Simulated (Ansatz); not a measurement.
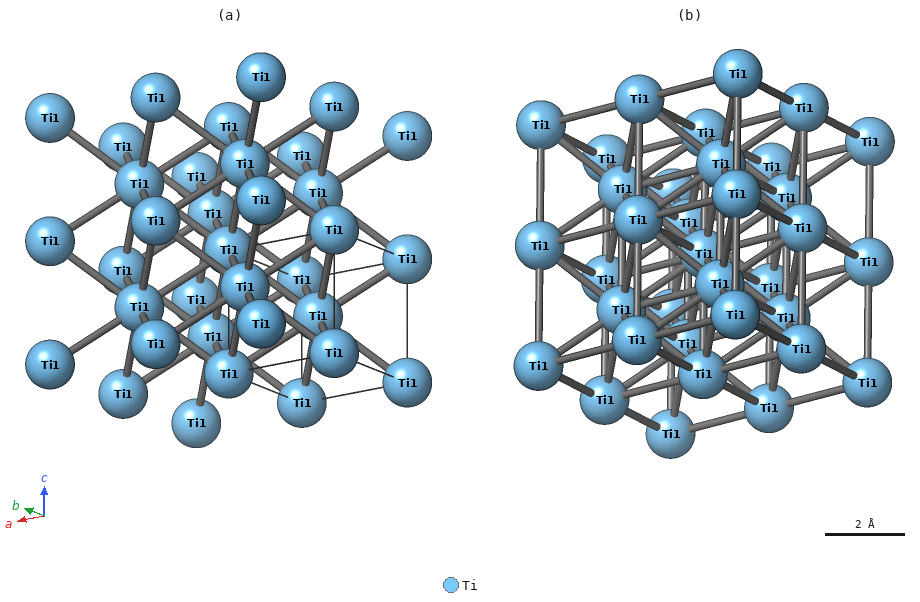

Left: a symmetric starting cell of Ti. Right: the same structure after one change, at the same scale. The picture is a ball-and-stick view of the conventional cell (2 times the calculation's cell), repeated 2 × 2 × 2 with one cell outlined, seen from a free direction. Lengths and directions refer to the drawn axes.

All numbers below come from DFT PBEsol, scalar-relativistic, plane waves, PAW (Ansatz). Set-up: plane-wave cutoff 420 eV; k-point mesh 18 × 18 × 18; occupations gaussian; smearing width 0.1 eV; no spin polarisation.

> What was changed?

The cell is strained by +4.0 % along [1 −1 −1] and −8.0 % across it (volume −11.8 %), the atoms keeping their fractional coordinates. No relaxation follows. The starting cell wasn't computed here and needn't be at equilibrium, so pressure and forces aren't due to the change alone.

> What does the change do?

The pressure is 7.2 GPa (not all of it need come from the change, since the unchanged cell can be under pressure at this level too). The principal stresses (compression positive) are −1.5 GPa along [1 −1 −1] and 11.5 GPa across it. All forces vanish by symmetry. Near-neighbour distances before and after: Ti–Ti 2.842 → 2.656 to 2.957 Å, Ti–Ti 3.282 → 3.158 Å. The space group (tolerance 0.01 Å) goes from Im-3m (No. 229) to R-3m (No. 166).
